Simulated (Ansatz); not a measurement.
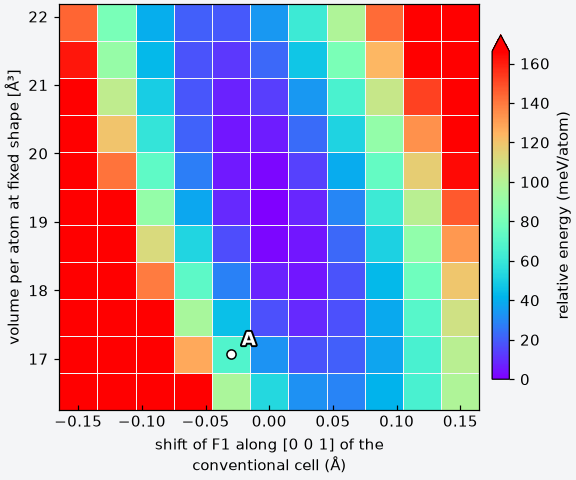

F (C2/m, No. 12; 4 atoms in the cell). The energy is mapped over a free internal coordinate and the cell. Coordinates scanned: (1) shift of F1 along [0 0 1] of the conventional cell, Cartesian (−0.31 0 0.95), its symmetry partners moved as symmetry demands (measured in the relaxed cell); (2) volume per atom at fixed shape. Nothing is relaxed (all other coordinates fixed). The grid has 11 × 11 points. Points are written as (first, second). Energies: meV/atom, counted from the lowest grid point. The cutoff or the k-mesh is coarse on purpose, so the values aren't converged. These are results of DFT PBEsol, scalar-relativistic, plane waves, PAW (Ansatz), not measurements. Settings: cutoff 520 eV, k-mesh 4×4×2 in the order of the run's cell vectors, gaussian smearing 0.05 eV, no spin polarisation.

Drawn: one coloured cell a grid point, one colour for all values above the top of the scale, the point A.

Which way does the force act at A, and how strong is it?

A, at (−0.03 Å, 17.06 Å³), is not a stationary point. The computed force is 1600 meV/atom for each Å towards larger values of the first coordinate and 48 meV/atom for each Å³ towards larger values of volume per atom at fixed shape.
